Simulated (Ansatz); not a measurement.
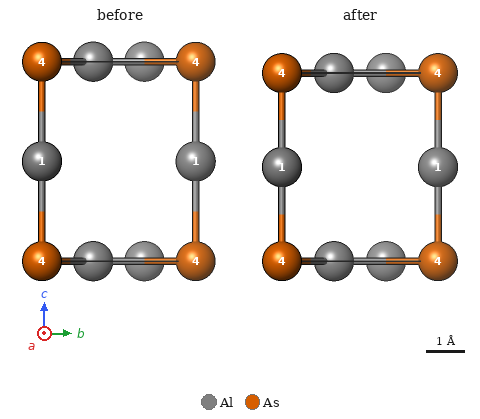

The structure of a crystal of Al₃As (a generated structure, set up in P6/mmm) before (left) and after (right) a relaxation, at one scale.

Style: ball-and-stick. Shown: the cell of the calculation, along the a axis.

All numbers below come from DFT PBE, scalar-relativistic, plane waves, PAW in Ansatz.

Input
```yaml
crystal:
  lattice:
    - [4.714068075, 0.0, 0.0]
    - [-2.3570340375, 4.0825027081, 0.0]
    - [0.0, 0.0, 5.2999602414]
  atoms:
    - { symbol: Al, position: [0.0, 0.0, 0.5] }
    - { symbol: Al, position: [0.3333333333, 0.6666666667, 0.0] }
    - { symbol: Al, position: [0.6666666667, 0.3333333333, 0.0] }
    - { symbol: As, position: [0.0, 0.0, 0.0] }
basis:
  ecutwfc: 420
kpoints:
  mp_grid: { grid: [12, 12, 10] }
hamiltonian:
  xc: pbe
scf:
  occupations: { method: gaussian, width: 0.1 }
output:
  forces: true
  stress: true
  eigenvalues: true
relax:
  adjacent_minimum: "off"
  f_tol: 0.01
  max_steps: 80
  cell: { stress_tol: 0.05 }
```

Command:
```bash
ansatz run input.yaml --threads 1 --pin off --max-ram 2560MiB --backend cpu --events-out ev --progress --plain --runs-dir out
```

What changed between the two?

Over 5 accepted moves (7 points after the start) the energy falls by 13.9 meV per atom. All forces vanish by symmetry, so only the cell relaxes. Pressure: −0.20 GPa at the start and 0.00 GPa at the end. The line search rejected the trial step at point 3 of the run. The SCF was repeated once at an unchanged geometry on a basis and grid sized afresh for the cell, which shifted the energy by less than 0.05 meV per atom at most. The atoms keep their places relative to the cell (all moves are under 0.005 Å). The drawn cell changes as follows: a = b 4.714 → 4.787 Å (+1.5 %), c 5.300 → 4.999 Å (−5.7 %); the volume changes by −2.8 %. Some distances before and after: Al1–As4 2.650 → 2.499 Å, Al2–As4 2.722 → 2.764 Å, Al2–Al3 2.722 → 2.764 Å. The space group stays P6/mmm (No. 191). Cost: 82 s on 1 thread of Arm Neoverse V2 (shared host), peak memory 0.46 GiB.
